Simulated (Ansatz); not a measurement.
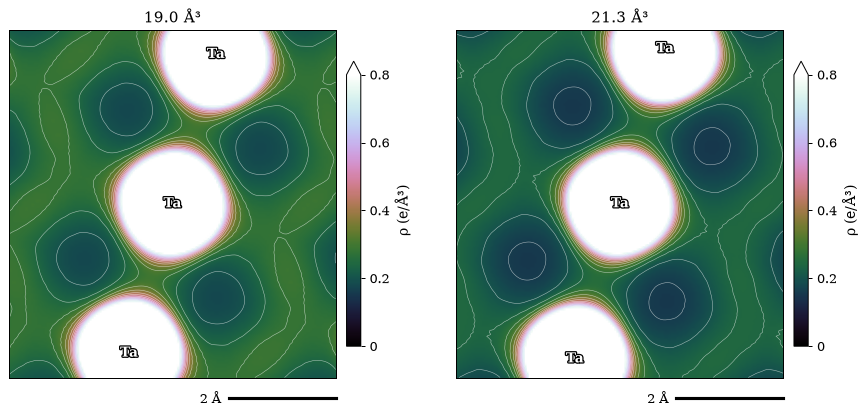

Ta. The valence electron density of cells scaled evenly to different volumes (given per atom above each panel), on the (001) plane of each (indices in the axes of the cell below), at one length scale and on one colour scale.

A generated structure, not necessarily the stable one.

These are results of Ansatz 0.2.0, DFT, RPBE, plane waves (420 eV) with PAW, scalar-relativistic, not measurements.

In a PAW calculation such maps are meaningful between the atoms, not at the nuclei.

The largest cell:

```yaml
crystal:
  lattice:
    - [-3.67428, 3.67416, 1.51077]
    - [3.67416, -3.67428, 1.51077]
    - [1.91890, 1.91890, -1.51099]
  atoms:
    - { symbol: Ta, position: [0.99994, 0.00006, 0.00000] }
    - { symbol: Ta, position: [0.75006, 0.24994, 0.50000] }
```

| volume (Å³/atom) | Ta–Ta contact in the plane (Å) | ρ at its midpoint (e/Å³) | pressure (GPa) | 
| --- | --- | --- | --- |
| 19.02 | 2.910 | 0.296 | −0.1 | 
| 20.54 | 2.985 | ? | ? | 
| 21.30 | 3.022 | 0.258 | −16.6 | 

### What values belong in the row with question marks?

Over the known rows ln ρ falls by 1.23 per Å of Ta–Ta distance (the line through the two), which gives 0.270 e/Å³ at 2.985 Å; the calculation gives 0.270 e/Å³. For the pressure, a straight line in volume between the neighbouring rows gives −11.1 GPa; the calculation gives −12.1, lower because pressure rises ever faster on compression.
